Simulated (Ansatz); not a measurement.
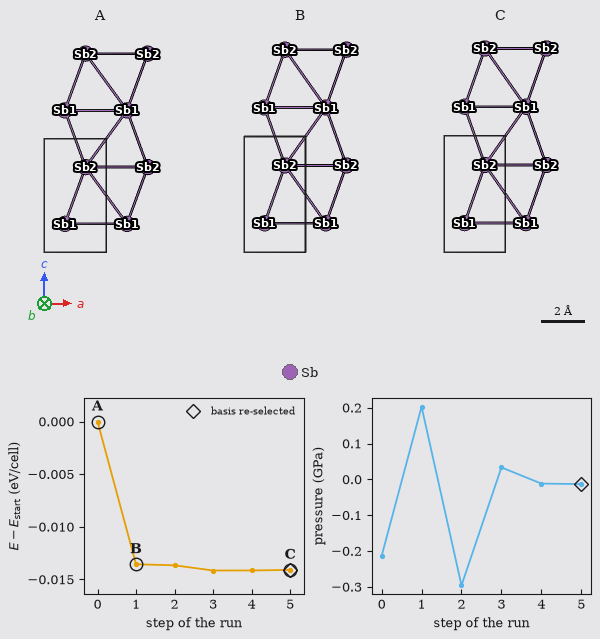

Frames of a relaxation of crystalline Sb (set up in P6_3/mmc), marked on the history of the run. Style: ball-and-stick. Shown: the cell of the calculation, repeated 2 × 1 × 2 with one cell outlined, along the b axis.

Computed with DFT PBEsol, scalar-relativistic, plane waves, PAW (Ansatz).

The input:
```yaml
crystal:
  lattice:
    - [3.3690001795, 0.0, 0.0]
    - [-1.6845000898, 2.9176397408, 0.0]
    - [0.0, 0.0, 5.33]
  atoms:
    - { symbol: Sb, position: [0.3333333333, 0.6666666667, 0.25] }
    - { symbol: Sb, position: [0.6666666667, 0.3333333333, 0.75] }
basis:
  ecutwfc: 420
kpoints:
  mp_grid: { grid: [12, 12, 8] }
hamiltonian:
  xc: pbesol
scf:
  occupations: { method: gaussian, width: 0.1 }
output:
  forces: true
  stress: true
  eigenvalues: true
relax:
  adjacent_minimum: "off"
  f_tol: 0.005
  max_steps: 80
  cell: { stress_tol: 0.05 }
```

Launched with:
```bash
ansatz run input.yaml --threads 1 --pin off --max-ram 2560MiB --backend cpu --events-out ev --progress --plain --runs-dir out
```

What happens along the run?

The atoms keep their places relative to the cell (all moves are under 0.005 Å). The drawn cell changes as follows: a = b 3.369 → 3.323 Å (−1.4 %), c 5.330 → 5.468 Å (+2.6 %); the volume changes by −0.2 %. Near-neighbour distances that change, for instance: Sb1–Sb1 3.369 → 3.323 Å, Sb1–Sb2 3.299 → 3.340 Å. The space group stays P6_3/mmc (No. 194). After 4 accepted moves (5 points after the start) the energy has fallen by 14.1 meV per cell of the calculation. All forces vanish by symmetry, so only the cell relaxes. Pressure: −0.21 GPa at the start and −0.01 GPa at the end. At 1 point the geometry stayed and the basis and grid were re-selected for the new cell (energy shift of 0.1 meV per cell of the calculation at most each time). The run took 21 s on 1 thread of Arm Neoverse V2, with other jobs on the host, peak memory 0.37 GiB. From step 0 to 1: volume −0.6 %, energy −13.6 meV per cell of the calculation. From step 1 to 5: volume +0.3 %, energy −0.5 meV per cell of the calculation.

| step | E − E(0), meV/atom | pressure, GPa | volume, Å³/atom | note |
| --- | --- | --- | --- | --- |
| 0 | 0.00 | -0.21 | 26.196 |  |
| 1 | -6.78 | 0.20 | 26.049 |  |
| 2 | -6.83 | -0.30 | 26.251 |  |
| 3 | -7.07 | 0.03 | 26.120 |  |
| 4 | -7.07 | -0.01 | 26.136 |  |
| 5 | -7.05 | -0.01 | 26.136 | same geometry, new basis |
